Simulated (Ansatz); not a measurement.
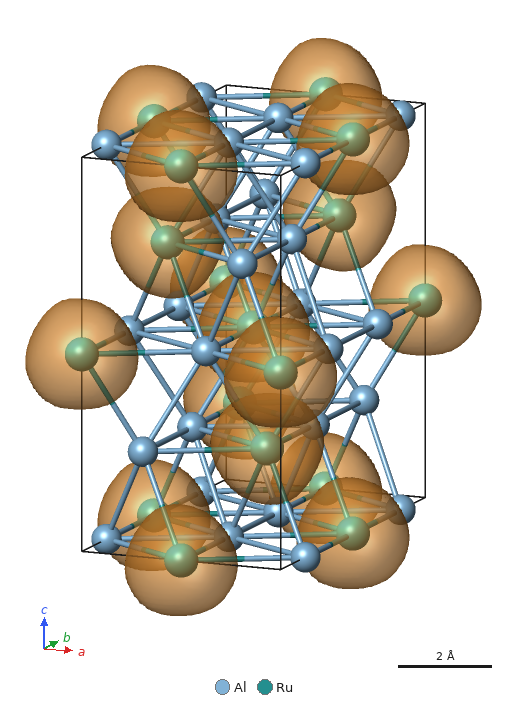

Al₂Ru. Isosurface of the valence pseudo-density at 0.4 e/Å³ (orange), seen slightly off an axis. Sticks mark near contacts.

Space group Fddd; a structure from a database of computed crystals, not necessarily the ambient phase; computed without spin polarisation.

Method: DFT PBEsol, scalar-relativistic, plane waves, PAW (Ansatz).

The density is the valence pseudo-density of a PAW calculation; it isn't the true density close to the nuclei.

```yaml
crystal:
  lattice:
    - [4.70114, 0.00000, 0.00000]
    - [0.00000, 7.97530, 0.00000]
    - [0.00000, 0.00000, 8.77016]
  atoms:
    - { symbol: Al, position: [0.25000, 0.07895, 0.25000] }
    - { symbol: Al, position: [0.75000, 0.57895, 0.25000] }
    - { symbol: Al, position: [0.75000, 0.07895, 0.75000] }
    - { symbol: Al, position: [0.25000, 0.57895, 0.75000] }
    - { symbol: Al, position: [0.25000, 0.42105, 0.25000] }
    - { symbol: Al, position: [0.75000, 0.92105, 0.25000] }
    - { symbol: Al, position: [0.75000, 0.42105, 0.75000] }
    - { symbol: Al, position: [0.25000, 0.92105, 0.75000] }
    - { symbol: Al, position: [0.00000, 0.17105, 0.00000] }
    - { symbol: Al, position: [0.50000, 0.67105, 0.00000] }
    - { symbol: Al, position: [0.50000, 0.17105, 0.50000] }
    - { symbol: Al, position: [0.00000, 0.67105, 0.50000] }
    - { symbol: Al, position: [0.50000, 0.32895, 0.00000] }
    - { symbol: Al, position: [0.00000, 0.82895, 0.00000] }
    - { symbol: Al, position: [0.00000, 0.32895, 0.50000] }
    - { symbol: Al, position: [0.50000, 0.82895, 0.50000] }
    - { symbol: Ru, position: [0.75000, 0.25000, 0.25000] }
    - { symbol: Ru, position: [0.25000, 0.75000, 0.25000] }
    - { symbol: Ru, position: [0.25000, 0.25000, 0.75000] }
    - { symbol: Ru, position: [0.75000, 0.75000, 0.75000] }
    - { symbol: Ru, position: [0.50000, 0.00000, 0.00000] }
    - { symbol: Ru, position: [0.00000, 0.50000, 0.00000] }
    - { symbol: Ru, position: [0.00000, 0.00000, 0.50000] }
    - { symbol: Ru, position: [0.50000, 0.50000, 0.50000] }
```

Which contacts does the surface bridge?

At this value the density breaks into separate islands; it holds about 65 % of the electrons treated as valence (semicore included). It bridges none of the near contacts. It is pinched off along the sampled Al–Ru (2.57 Å), Al–Al (2.59 Å), Al–Ru (2.62 Å) and Al–Al (2.67 Å) contacts. On the grid the lowest density along these lines, outside the cores, is 0.29 e/Å³ (Al–Ru, 2.57 Å), 0.24 e/Å³ (Al–Al, 2.59 Å), 0.27 e/Å³ (Al–Ru, 2.62 Å) and 0.23 e/Å³ (Al–Al, 2.67 Å).
